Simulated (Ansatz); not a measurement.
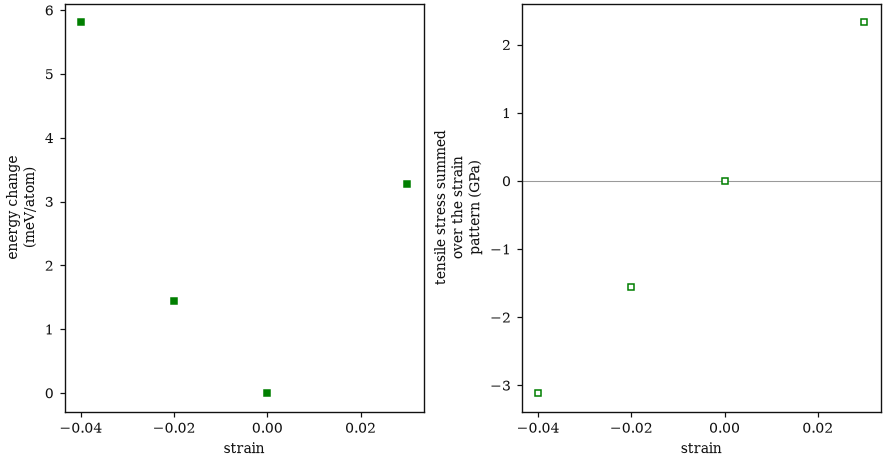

The plot gives the computed energy change and tensile stress summed over the strain pattern against strain for Ti₃Si, space group Fm-3m (No. 225).

The given structure:
```
CELL_PARAMETERS angstrom
0.00000 3.10797 3.10797
3.10797 0.00000 3.10797
3.10797 3.10797 0.00000
ATOMIC_POSITIONS crystal
Ti 0.75000 0.75000 0.75000
Ti 0.25000 0.25000 0.25000
Ti 0.00000 0.00000 0.00000
Si 0.50000 0.50000 0.50000
```

Calculation (Ansatz 0.2.0): homogeneous strain of a crystal along one Voigt pattern with engineering shear, fractional coordinates fixed, by plane-wave density functional theory with PAW datasets, free energies less that of the undisturbed cell; scalar-relativistic. Level: PBEsol, collinear spin.

```
       setting                                                          value
   wave cutoff                                                         420 eV
        k mesh                                                       14×14×14
   occupations                                                       Gaussian
smearing width                                                        0.15 eV
       k shift                                         (0, 0, 0) (mesh steps)
         start                                                        relaxed
strain pattern  (0, 0, 0, 1, 0, 0) (xx yy zz yz xz xy with engineering shear)
```

Does the undistorted structure sit at the bottom of the curve?

Yes: the energy rises on both sides of the starting structure, which is therefore a minimum along this path.

What does the tensile stress summed over the strain pattern do across the range?

It rises from −3.112 GPa at strain −0.04 to 2.328 GPa at 0.03, and changes sign near 0.00.

Note: state may not be the lowest.
